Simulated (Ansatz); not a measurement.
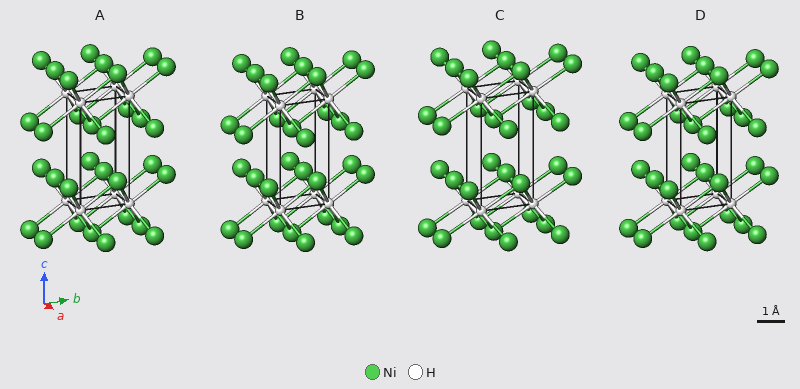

4 geometries from one relaxation of solid Ni$_{2}$H (set up in P-3m1) (coarse preliminary run), in shuffled order. A ball-and-stick model of the cell of the calculation, seen slightly off an axis.

The calculation used DFT LDA, scalar-relativistic, plane waves, PAW (Ansatz). Set-up: plane-wave cutoff 420 eV; k-point mesh 12 × 12 × 6; occupations gaussian; smearing width 0.1 eV; collinear spin; cell and atoms relaxed; force threshold 0.05 eV/Å; at most 80 steps.

> Order the frames from highest to lowest energy.

C, D, B, A. They are steps 0, 1, 2, 5, at +166 meV per atom, +27.1 meV per atom, +21.2 meV per atom relative to the last. The largest moves relative to the cell, 0.11 Å, are those of Ni atoms. H stays in place. The drawn cell changes as follows: a = b 2.643 → 2.485 Å (−6.0 %), c 4.308 → 4.122 Å (−4.3 %); the volume changes by −15.4 %. Near-neighbour distances that change, for instance: Ni–Ni 2.761 → 2.445 Å, H–Ni 1.826 → 1.791 Å. Among the angles between lasting bonds that change: H–Ni–H 92.7° → 87.9°, Ni–H–Ni 87.3° → 92.1°, Ni–H–Ni 92.7° → 87.9°. The space group stays P-3m1 (No. 164). Over 4 accepted moves (5 points after the start) the energy falls by 166 meV per atom. Largest force component: 0.91 eV/Å at the start, 0.00018 eV/Å at the end. Pressure: −22.91 GPa at the start and −0.06 GPa at the end. At 1 point the geometry stayed and the basis and grid were re-selected for the new cell (energy shift of 1.1 meV per atom at most each time). The program noted that the starting moments weren't kept. The run took 66 s on 1 thread of Arm Neoverse V2 (shared host), peak memory 0.38 GiB.
